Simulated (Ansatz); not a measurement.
# Calculations on Zn16HS16

**1. Relaxation**

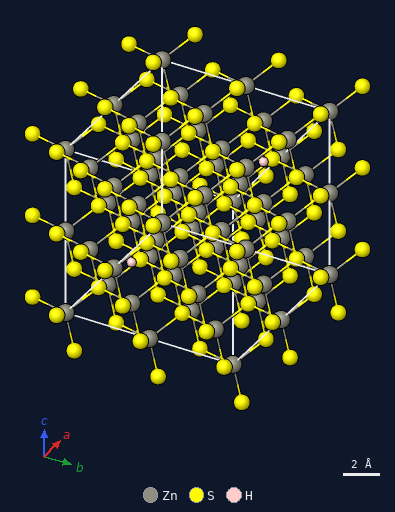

A defect cell of composition Zn$_{16}$HS$_{16}$, before the relaxation. A ball-and-stick model of the conventional cell (2 times the calculation's cell), seen from a free direction. Lengths and directions refer to the drawn axes.

Case: H interstitial, charge +0, atoms relaxed at the host's cell.

Level of theory: DFT PBE, scalar-relativistic, plane waves, PAW in Ansatz.

The input:
```yaml
crystal:
  lattice:
    - [-5.4423087484, 5.4423087484, 5.4423087484]
    - [5.4423087484, -5.4423087484, 5.4423087484]
    - [5.4423087484, 5.4423087484, -5.4423087484]
  atoms:
    - { symbol: Zn, position: [0.5, 0.5, 0.0] }
    - { symbol: Zn, position: [0.5, 0.75, 0.75], spin: 0.091 }
    - { symbol: Zn, position: [0.5, 0.0, 0.5] }
    - { symbol: Zn, position: [0.75, 0.25, 0.0] }
    - { symbol: Zn, position: [0.5, 0.25, 0.25], spin: 0.091 }
    - { symbol: Zn, position: [0.75, 0.5, 0.75], spin: 0.091 }
    - { symbol: Zn, position: [0.75, 0.75, 0.5], spin: 0.091 }
    - { symbol: Zn, position: [0.0, 0.0, 0.0] }
    - { symbol: Zn, position: [0.75, 0.0, 0.25] }
    - { symbol: Zn, position: [0.0, 0.25, 0.75] }
    - { symbol: Zn, position: [0.0, 0.5, 0.5] }
    - { symbol: Zn, position: [0.25, 0.75, 0.0] }
    - { symbol: Zn, position: [0.0, 0.75, 0.25] }
    - { symbol: Zn, position: [0.25, 0.0, 0.75] }
    - { symbol: Zn, position: [0.25, 0.25, 0.5], spin: 0.091 }
    - { symbol: Zn, position: [0.25, 0.5, 0.25], spin: 0.091 }
    - { symbol: S, position: [0.25, 0.5, 0.0] }
    - { symbol: S, position: [0.25, 0.75, 0.75] }
    - { symbol: S, position: [0.25, 0.0, 0.5] }
    - { symbol: S, position: [0.5, 0.25, 0.0] }
    - { symbol: S, position: [0.25, 0.25, 0.25], spin: 0.091 }
    - { symbol: S, position: [0.5, 0.5, 0.75], spin: 0.091 }
    - { symbol: S, position: [0.5, 0.75, 0.5], spin: 0.091 }
    - { symbol: S, position: [0.75, 0.0, 0.0] }
    - { symbol: S, position: [0.5, 0.0, 0.25] }
    - { symbol: S, position: [0.75, 0.25, 0.75] }
    - { symbol: S, position: [0.75, 0.5, 0.5], spin: 0.091 }
    - { symbol: S, position: [0.0, 0.75, 0.0] }
    - { symbol: S, position: [0.75, 0.75, 0.25] }
    - { symbol: S, position: [0.0, 0.0, 0.75] }
    - { symbol: S, position: [0.0, 0.25, 0.5] }
    - { symbol: S, position: [0.0, 0.5, 0.25] }
    - { symbol: H, position: [0.5, 0.5, 0.5], spin: 0.091 }
  host:
    lattice:
      - [0.0, 2.7211543742, 2.7211543742]
      - [2.7211543742, 0.0, 2.7211543742]
      - [2.7211543742, 2.7211543742, 0.0]
    atoms:
      - { symbol: Zn, position: [0.0, 0.0, 0.0] }
      - { symbol: S, position: [0.25, 0.25, 0.25] }
basis:
  ecutwfc: 420
  xc_grid: 2
kpoints:
  mp_grid: { grid: [2, 2, 2], shift: [0.5, 0.5, 0.5] }
hamiltonian:
  xc: pbe
scf:
  occupations: { method: gaussian, width: 0.01 }
output:
  forces: true
  stress: false
  eigenvalues: true
  populations: true
  charged_corrections:
    defect_position: [0.5, 0.5, 0.5]
    epsilon: [[9.3732, 0.0, 0.0], [0.0, 9.3732, 0.0], [0.0, 0.0, 9.3732]]
  write_density: true
  write_potential: true
  elf: true
  volumetric_format: npy
magnetization:
  spin_polarized: true
relax:
  adjacent_minimum: "off"
  f_tol: 0.025
  max_steps: 45
```

Command:
```bash
ansatz run input.yaml --threads 4 --pin off --max-ram 10240MiB --backend cpu --events-out ev --progress --plain --runs-dir out
```

Question: What does the optimiser find from here?

Answer: The largest moves, 0.028 Å, are those of S21, S22, S23 and S27. S23 goes along [1 −1 1]. Largest moves by element: S 0.028 Å, Zn 0.023 Å. H stays in place. The cell doesn't change. Some distances before and after: Zn15–S21 2.357 → 2.366 Å. Over 2 geometry steps the energy falls by 10.5 meV per cell of the calculation. The largest force component goes from 0.096 to 0.0037 eV/Å.

History of the run:

```tsv
step	E − E(0), meV/atom	largest force component, eV/Å
0	0.00	0.0963
1	-0.29	0.0262
2	-0.32	0.0037
```

**2. Relaxation**

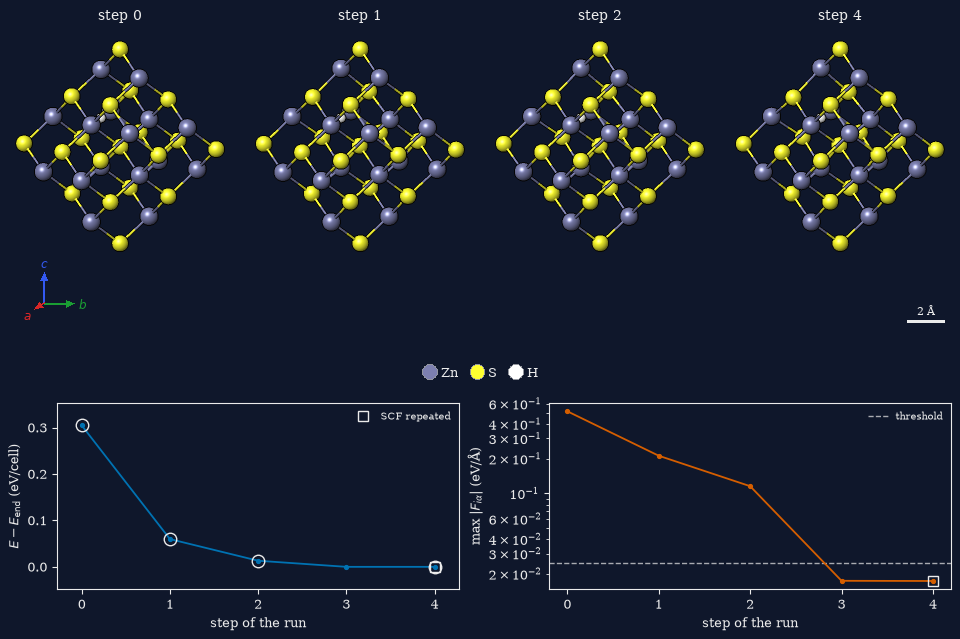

Frames of a relaxation of a defect cell of composition Zn16HS16 (cell charge +1), marked on the history of the run. Style: ball-and-stick. Shown: the atoms within 5.8 Å of the atom that moves most (axes of the conventional cell (2 times the calculation's cell)), slightly off an axis. Lengths and directions refer to the drawn axes.

Case: H interstitial, charge +1, atoms relaxed at the host's cell.

All numbers below come from DFT PBE, scalar-relativistic, plane waves, PAW (Ansatz 0.2.0). Settings: plane-wave cutoff 420 eV; k-point mesh 2 × 2 × 2; occupations gaussian; smearing width 0.01 eV; mesh shifted by (0.5, 0.5, 0.5); no spin polarisation; atoms relaxed in a fixed cell; force threshold 0.025 eV/Å; at most 45 steps.

What happens along the run?

The largest moves, 0.14 Å, are those of S atoms. By element the largest moves are S 0.14 Å, Zn 0.08 Å. H stays in place. The cell stays as it was. Some distances before and after: S–Zn 2.352 → 2.467 Å, S–Zn 2.353 → 2.338 Å, S–Zn 2.366 → 2.373 Å. Bond angles that change, for instance: S–Zn–S 110.8° → 101.4°, Zn–S–Zn 110.1° → 105.4°, Zn–S–Zn 108.8° → 113.2°. After 3 accepted moves (4 points after the start) the energy has fallen by 0.305 eV per cell of the calculation. Largest force component: 0.52 eV/Å at the start, 0.017 eV/Å at the end. 1 step only repeated the SCF at the same geometry. The run took 22 s on 4 threads of Intel(R) Xeon(R) 6975P-C (Granite Rapids), on a shared host, peak memory 1.5 GiB. From step 0 to 1: S atoms move most (0.09 Å), energy −0.245 eV per cell of the calculation. From step 1 to 2: Zn atoms move most (0.04 Å), energy −46.6 meV per cell of the calculation. From step 2 to 4: S atoms move most (0.04 Å), energy −13.2 meV per cell of the calculation.

Limits of the set-up: the cell is charged, on a uniform background, and energies carry no finite-size correction.

**3. Defect**

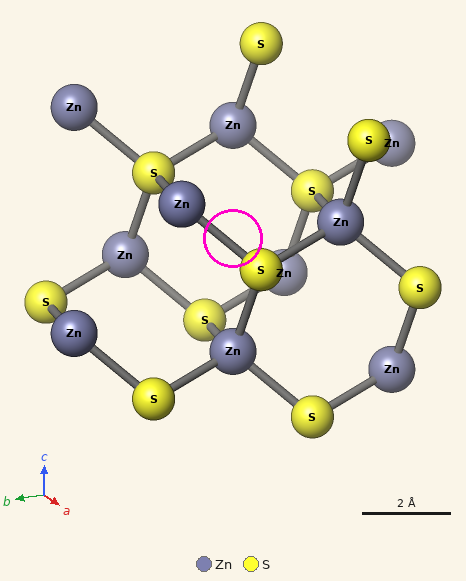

Perfect ZnS. Style: ball-and-stick. Shown: the atoms within 5.4 Å of one point, in a slice 5.0 Å thick across the line of sight, from a free direction.

These are results of DFT PBE, scalar-relativistic, plane waves, PAW (Ansatz), not measurements. Settings: plane-wave cutoff 420 eV; k-point mesh 2 × 2 × 2; occupations gaussian; smearing width 0.01 eV; mesh shifted by (0.5, 0.5, 0.5); collinear spin. The cell is small and the k-mesh coarse, so the numbers are rough. The axes drawn are those of the host's conventional cell.

An extra hydrogen atom is put between the host's atoms (an interstitial) at the ringed place, in charge state 0. The supercell has 32 sites, and the atoms are relaxed at the host's cell.

**How do the neighbours respond?**

The H atom starts with 4 S at 2.36 Å, 6 Zn at 2.72 Å around its place and ends with 4 S at 2.38 Å, 6 Zn at 2.72 Å. Of the host's atoms, a sulfur atom moves furthest from its site, by 0.03 Å. The cell's net moment is 1.00 μB. Relaxing the atoms from the host's sites lowers the energy by 0.01 eV. At a tolerance of 0.02 Å the relaxed supercell has space group I-43m.

The relaxed defect, seen from the same direction:

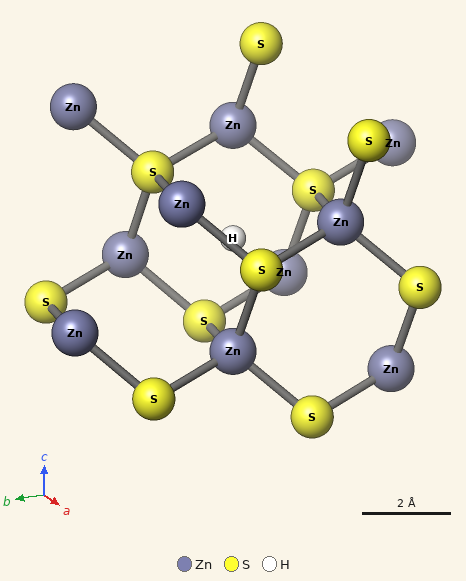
